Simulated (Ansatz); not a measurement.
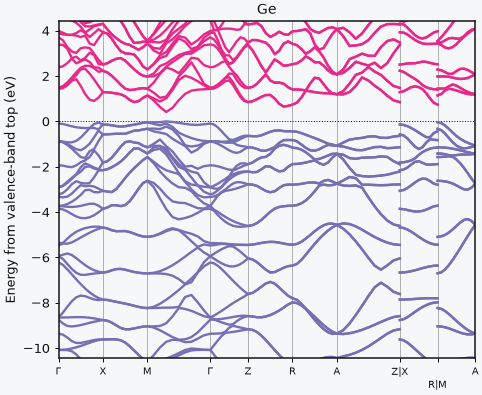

Band structure. Energies are counted from the top of the valence band.

Question: Which Bravais lattice do the labels of the path belong to?

Answer: A primitive tetragonal lattice: the path Γ–X–M–Γ–Z–R–A–Z|X–R|M–A runs through the special points of its Brillouin zone.

Input of the run:

```yaml
crystal:
  lattice:
    - [5.93, 0.0, 0.0]
    - [0.0, 5.93, 0.0]
    - [0.0, 0.0, 6.98]
  atoms:
    - { symbol: Ge, position: [0.375, 0.1667, 0.75] }
    - { symbol: Ge, position: [0.3333, 0.875, 0.5] }
    - { symbol: Ge, position: [0.625, 0.8333, 0.25] }
    - { symbol: Ge, position: [0.6667, 0.125, 0.0] }
    - { symbol: Ge, position: [0.875, 0.3333, 0.5] }
    - { symbol: Ge, position: [0.8333, 0.625, 0.75] }
    - { symbol: Ge, position: [0.125, 0.6667, 0.0] }
    - { symbol: Ge, position: [0.1667, 0.375, 0.25] }
    - { symbol: Ge, position: [0.575, 0.425, 0.25] }
    - { symbol: Ge, position: [0.925, 0.925, 0.5] }
    - { symbol: Ge, position: [0.425, 0.575, 0.75] }
    - { symbol: Ge, position: [0.075, 0.075, 0.0] }
hamiltonian:
  xc: pbesol
  pseudopotentials: { kind: paw }
kpoints:
  mp_grid: { grid: [5, 5, 4] }
  band_path:
    path:
      - [[0.0, 0.0, 0.0], [0.0, 0.5, 0.0], [0.5, 0.5, 0.0], [0.0, 0.0, 0.0], [0.0, 0.0, 0.5], [0.0, 0.5, 0.5], [0.5, 0.5, 0.5], [0.0, 0.0, 0.5]]
      - [[0.0, 0.5, 0.0], [0.0, 0.5, 0.5]]
      - [[0.5, 0.5, 0.0], [0.5, 0.5, 0.5]]
    npoints: 10
scf:
  occupations: { method: fermi_dirac, width: 0.05 }
  n_extra_bands: 30
output:
  forces: true
  stress: true
  eigenvalues: true
  fatbands: true
  write_density: true
  write_potential: true
  elf: true
  volumetric_format: npy
```

System: Ge, space group P4_32_12, 12 atoms in the cell.

Computed with Ansatz: PBEsol, Ansatz PAW, no spin polarisation, no spin-orbit coupling, 5×5×4 k mesh, 420 eV cutoff, Fermi-Dirac smearing of 0.05 eV.

Question: What does the band structure say about the gap?

Answer: A semiconductor. The gap along this path is 0.41 eV and direct: both edges lie between M and Γ. At M the top valence band lies only 0.04 eV lower.

Question: How much do the top valence band and the lowest conduction band disperse along the path?

Answer: The top valence band spans 1.1 eV and the lowest conduction band 1.5 eV.

Spin-orbit coupling is left out, which matters for Ge. The PAW data sets were made with another functional. LDA, GGA and most meta-GGA functionals understate gaps. This isn't the form of Ge at room conditions, which is diamond.
